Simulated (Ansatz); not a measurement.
SnO

The calculation's input:

```
crystal:
  lattice:
    - [-3.802, 0.0, 4.836]
    - [0.0, -3.802, 0.0]
    - [4.9426, 0.0, 8.2212]
  atoms:
    - { symbol: Sn, position: [0.131175, 0.5, 0.03975] }
    - { symbol: Sn, position: [0.5645083333, 0.5, 0.3730833333] }
    - { symbol: Sn, position: [-0.0021583333, 0.5, 0.7064166667] }
    - { symbol: Sn, position: [0.074475, 0.0, 0.38075] }
    - { symbol: Sn, position: [-0.4921916667, 0.0, 0.7140833333] }
    - { symbol: Sn, position: [0.6411416667, 0.0, 0.0474166667] }
    - { symbol: O, position: [-0.672175, 0.0, 0.96025] }
    - { symbol: O, position: [0.4611583333, 0.0, 0.2935833333] }
    - { symbol: O, position: [-0.1055083333, 0.0, 0.6269166667] }
    - { symbol: O, position: [0.7444916667, 0.5, 0.1269166667] }
    - { symbol: O, position: [0.177825, 0.5, 0.46025] }
    - { symbol: O, position: [-0.3888416667, 0.5, 0.7935833333] }
basis:
  ecutwfc: 420
kpoints:
  mp_grid: { grid: [6, 9, 4] }
hamiltonian:
  xc: lda
scf:
  occupations: { method: gaussian, width: 0.03 }
output:
  forces: true
  stress: true
  eigenvalues: true
  write_density: true
  write_potential: true
  elf: true
  volumetric_format: npy
```

Run with:

```sh
ansatz run input.yaml --threads 2 --pin off --max-ram 5120MiB --backend cpu --events-out ev --progress --plain --runs-dir out
```

Below, planes, directions and counts refer to the conventional cell (a = 6.15 Å, b = 3.80 Å, c = 9.38 Å, α = 90.00°, β = 107.01°, γ = 90.00°).

Space group Pm; not relaxed (largest force 1.1 eV/Å); computed pressure about −3 GPa in this cell.

The calculation used Ansatz, DFT LDA, scalar-relativistic, plane waves, PAW.

Question: What will maps of the valence pseudo-density and electron localisation function show?

Answer: Sn–O (2.22 Å): the density is about 0.48 e/Å³ at the midpoint; the ELF peaks at about 0.85 in the valence shell of O, 0.6 Å from its nucleus, and is about 0.20 at the midpoint; no shared electron pair shows on this line.

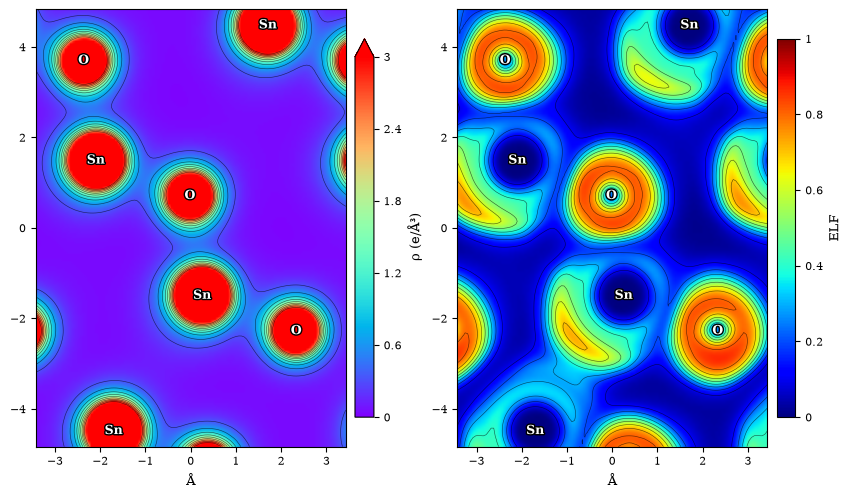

Computed valence pseudo-density and electron localisation function on the (010) plane of the conventional cell, in this order. 

Core electrons are frozen (PAW), and the valence fields are smoothed inside the atomic spheres.
